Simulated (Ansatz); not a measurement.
# Phonon calculation of Pt

- system: Pt (P6₃/mmc, 2 atoms in the cell)
- method: DFT LDA, scalar-relativistic, plane waves, PAW, no spin polarisation (Ansatz 0.2.0)

The structure derives from a Materials Project entry. It belongs to a series of runs on one base structure; here: zone-centre phonons at 22 GPa. Figures and captions count atoms from 1; the log counts them from 0 in places.

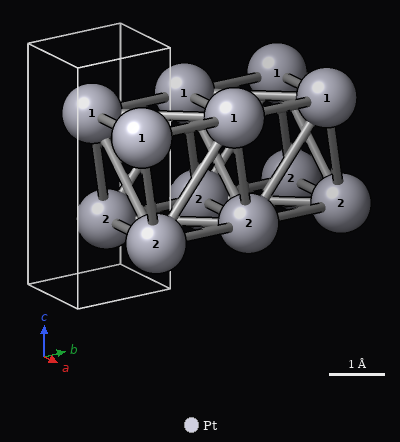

Figure 1. The input geometry (ball-and-stick view of the cell of the calculation, repeated 2 × 3 × 1, seen slightly off an axis; atoms are numbered from 1 in the order of the input).

**Input file**
```yaml
crystal:
  lattice:
    - [2.6693118967, 0.0, 0.0]
    - [-1.3346559484, 2.3116919132, 0.0]
    - [0.0, 0.0, 4.531502537]
  atoms:
    - { symbol: Pt, position: [0.6666666667, 0.3333333333, 0.75] }
    - { symbol: Pt, position: [0.3333333333, 0.6666666667, 0.25] }
basis:
  ecutwfc: 420
kpoints:
  mp_grid: { grid: [18, 18, 10] }
hamiltonian:
  xc: lda
scf:
  occupations: { method: fermi_dirac, width: 0.15 }
output:
  eigenvalues: true
phonons:
  method: dfpt
  eigenvectors: true
```

Run as:
```bash
ansatz run input.yaml --threads 1 --pin off --max-ram 3072MiB --backend cpu --events-out ev --progress --plain --runs-dir out
```

**Log**
```
zone centre: on kpoints.mp_grid the ground state, and the responses unless they are solved on pairs of k-points, stand on 546 of the mesh's 3240 k-points, reduced under 4 symmetry operations, with k and −k counted as one. Each operation leaves every solved displacement unchanged or reverses it
Engine: ansatz 0.2.0, x86_64-unknown-linux-gnu
Pseudopotentials: kind: paw
Pseudopotential: Pt, paw, valence charge 18, recommended cutoff 420 eV (normal), Pt.paw.azcp
Functional definition: SPW92
  exchange = slater_x
  correlation = pw_c
Crystal: 2 atoms, lattice volume = 27.962 Å³
Basis set: ecut = 420 eV, 549 PW (Γ), exchange–correlation on 36×36×64 points (8 copies of the dense FFT grid, shifted against one another)
Bands: 22, of which v1, the nominal top of the filled ones, is band 18 counted from 1 (17 counted from 0)
Symmetry: 24 space group operations
k-points: 546 of 3240 (irreducible under 4 space group operations, time reversal used)
Non-local potential: Pt, projectors of the file, l = 0: 3, l = 1: 2, l = 2: 2, l = 3: 1
PAW form: soft (Blöchl's): semilocal exchange-correlation on the pseudo side does not see the compensation charge
PAW frozen core: Pt, regenerated for the run's functional, and the local potential with it (the file was generated under x = pbe(κ = 0.804, μ = 0.2195149727645171), c = pbe(β = 0.06672455060314922))
PAW one-centre angular grid: Pt, 590 points (default); XC on 64 Gauss nodes
Initial density: superposition of atomic densities (neutral atoms: chi_scale 0, normalization atom), corrected by the library's trained network
Initial wavefunctions: pseudopotential atomic-orbital guess
Functional: x = slater, c = lda
SCF iter   1: F=—  HF=-24489.852604 eV  |F-HF|=—  |Δ(HF+E_count)|=         —  Δρ=8.29e-3  dr2=8.35e-3  ethr=1.77e-3  ⟨swp⟩=4.9  Hψ=47224  notcnv=0
preconditioner: auto → Kerker (q_TF=auto, 2.846 Å⁻¹)  [metal: Δε(μ)=0.008 eV  Ē_g=10.270 eV  σ=0.150 eV  W_gap=0.01  n_scr=10 (ndim 8)  ℏωp=31.4 eV  f_vac=0.000  D(μ)=2.96/eV (n_scr^D=36)]
SCF iter   2: F=—  HF=-24489.852687 eV  |F-HF|=—  |Δ(HF+E_count)|=   8.35e-5  Δρ=4.38e-3  dr2=2.20e-3  ethr=2.32e-5  ⟨swp⟩=2.0  Hψ=20004  notcnv=0
SCF iter   3: F=—  HF=-24489.852238 eV  |F-HF|=—  |Δ(HF+E_count)|=   4.49e-4  Δρ=4.44e-4  dr2=2.61e-5  ethr=6.11e-6  ⟨swp⟩=2.0  Hψ=16609  notcnv=0
SCF iter   4: F=—  HF=-24489.852240 eV  |F-HF|=—  |Δ(HF+E_count)|=   1.35e-6  Δρ=8.82e-5  dr2=1.60e-6  ethr=7.24e-8  ⟨swp⟩=2.4  Hψ=21118  notcnv=0
SCF iter   5: F=—  HF=-24489.852240 eV  |F-HF|=—  |Δ(HF+E_count)|=   1.30e-8  Δρ=1.79e-5  dr2=5.80e-8  ethr=4.45e-9  ⟨swp⟩=1.2  Hψ=13471  notcnv=0
SCF iter   6: F=—  HF=-24489.852240 eV  |F-HF|=—  |Δ(HF+E_count)|=   1.83e-8  Δρ=3.96e-6  dr2=2.39e-9  ethr=1.61e-10  ⟨swp⟩=2.5  Hψ=19044  notcnv=0
SCF iter   7: F=—  HF=-24489.852240 eV  |F-HF|=—  |Δ(HF+E_count)|=  3.42e-10  Δρ=7.29e-7  dr2=4.98e-11  ethr=6.65e-12  ⟨swp⟩=2.6  Hψ=19065  notcnv=0
SCF iter   8: F=-24489.852240 eV  HF=-24489.852240 eV  |F-HF|=1.09e-11  |Δ(HF+E_count)|=  1.09e-11  Δρ=1.33e-7  dr2=3.31e-12  ethr=1.00e-12  ⟨swp⟩=5.0  Hψ=50497  notcnv=0
SCF 1 converged in 8 iterations: F = -24489.852240 eV  dr2 = 3.31e-12
  greatest PAW one-centre occupation: 1.000 electrons in one spin orbital (limit 2), on the Pt atom at site 1 (counted from 0), in its partial waves of l = 0
```

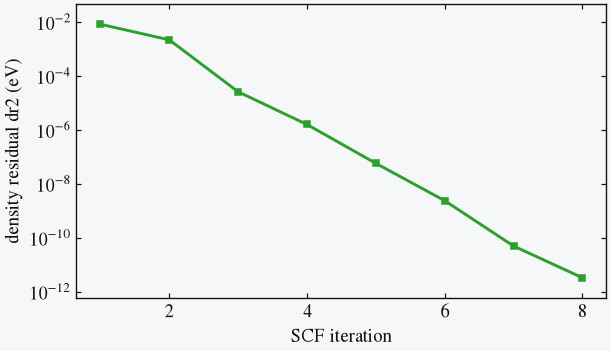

Figure 2. Convergence of the self-consistent field: density residual dr2 against the SCF iteration. The residual falls at every step.

```
DFPT response loops at Γ: preconditioner auto → Kerker (q_TF=auto, 2.846 Å⁻¹) (partly filled bands, converged f_vac=0.000); β = 1.00, the filter's whole step (`scf.mixing.beta` (0.50) is not read by the response loops under this deck's `scf.mixing.preconditioner`; to damp them name `kerker` or `kerker_dos`, under which they read `scf.mixing.beta`, and type it under 1.00, their step now; both keys bind the ground state too); Broyden in place of MSR1
SCF converged after 8 iterations
Free energy (F): -24489.852240 eV
Harris-Foulkes:  -24489.852240 eV  (|F-HF|=1.09e-11)
Internal energy: -24489.639933 eV  (E = F + TS)
E sigma→0 (E₀):  -24489.746086 eV
Entropy (-TS):   -0.212307 eV (-106.153 meV/atom)
Fermi energy:    25.483707 eV
--- Per-component energies (eV) ---
  E_band       = -196.074116
  E_kinetic    = 1284.142307
  E_local      = -2739.472882  (includes V_loc(G=0)·N_el)
  E_nonlocal   = 414.193360
  E_hartree    = 1022.612753
  E_xc         = -523.814097
  E_vxc        = -609.433560  (∫ρ·V_xc dr)
  E_paw        = -18356.017431  (= ΣΔE_a)
  E_vpaw       = -590.729261  (= ΣTr[D̂ρ^β])
  E_aug_tail   = 0.000332  (compensation charges beyond the density's cutoff)
  E_ewald      = -5592.212014
  E_core_change = 0.927739  (= ΣΔE_core)
  E_smearing   = -0.212307  (= −TS)
  E_closure    = 0.000000  (closes the sum)
  Σ components = -24489.852240   (vs F -24489.852240, Δ=0.00e0)
--- Band table (eV; the first three rows and the last of 546) ---
  k-point 0: bands = ["-73.4208", "-73.3811", "-27.7846", "-27.3455", "-27.3455", "-27.2740", "-27.2740", "-27.2208", "14.3122", "17.1490", "20.8110", "21.2931", "21.2931", "21.7912", "21.7912", "23.0575", "23.0575", "24.3252", "25.1670", "25.1670", "31.2282", "40.1991"]
  k-point 1: bands = ["-73.4198", "-73.3820", "-27.7712", "-27.3437", "-27.3437", "-27.2758", "-27.2758", "-27.2350", "14.4140", "17.1472", "20.7776", "21.2694", "21.2694", "21.7538", "21.7538", "23.1497", "23.1497", "23.8888", "25.1507", "25.1507", "31.8262", "39.9037"]
  k-point 2: bands = ["-73.4170", "-73.3849", "-27.7322", "-27.3387", "-27.3387", "-27.2808", "-27.2808", "-27.2762", "14.7106", "17.1246", "20.6906", "21.2218", "21.2218", "21.6532", "21.6532", "22.9221", "23.3957", "23.3957", "25.0908", "25.0908", "33.2841", "39.5149"]
  k-point 545: bands = ["-73.3622", "-73.3622", "-27.8059", "-27.8059", "-27.5673", "-27.5673", "-27.3640", "-27.3640", "18.6305", "18.6305", "20.0430", "20.0430", "21.1785", "21.1785", "22.5300", "22.5300", "25.5551", "25.5551", "28.6456", "28.6456", "35.0011", "35.0011"]
--- Phonons (Γ-DFPT): 2 representative perturbations + reference, on 546 of 3240 k-points (Σ response iterations 6) ---
  k mesh reduced under 4 symmetry operations, with k and −k counted as one. Each operation leaves every solved displacement unchanged or reverses it
  ASR residual: 4.612e-4 → 0.000e0 eV/Å²; symmetrization residual: 8.469e-10 eV/Å²
  ASR residual per site (eV/Å²): 4.61e-4 4.61e-4
  Γ frequencies (cm⁻¹): 0.00 0.00 0.00 49.93 49.93 220.54
  non-analytic LO–TO correction: not included (Born effective charges unavailable; polar crystals: no LO–TO splitting at Γ)
```

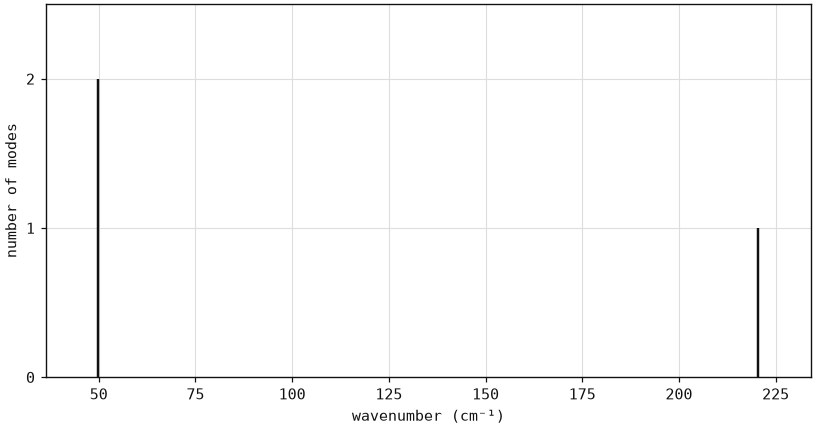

Figure 3. Optical phonons at the zone centre (no LO–TO term); neighbouring modes closer than 3 cm⁻¹ are counted in one stick. 3 modes from 50 to 221 cm⁻¹, none imaginary.

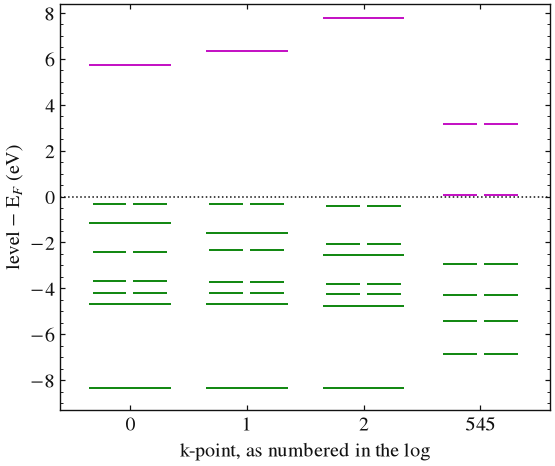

Figure 4. Kohn–Sham levels near the Fermi level (dotted) at the few k-points that the log prints; levels within 0.02 eV of each other stand side by side. The system is metallic on the full mesh.

**Summary**

| quantity | value |
| --- | --- |
| outcome | converged |
| space group (tolerance 0.01 Å) | P6₃/mmc (194) |
| electrons treated | 36 |
| free energy | −24489.8522 eV |
| Fermi energy | 25.484 eV |
| gap on the k-point mesh | none (metallic) |
| hardware | 1 thread of AMD EPYC (Zen 3), 32 GiB of memory available, shared host |
| wall time | 89 s |
| peak memory | 1.3 GiB |

**Notes**

Results for this metal are sensitive to the k-point mesh. Spin–orbit coupling is left out, which matters for Pt.
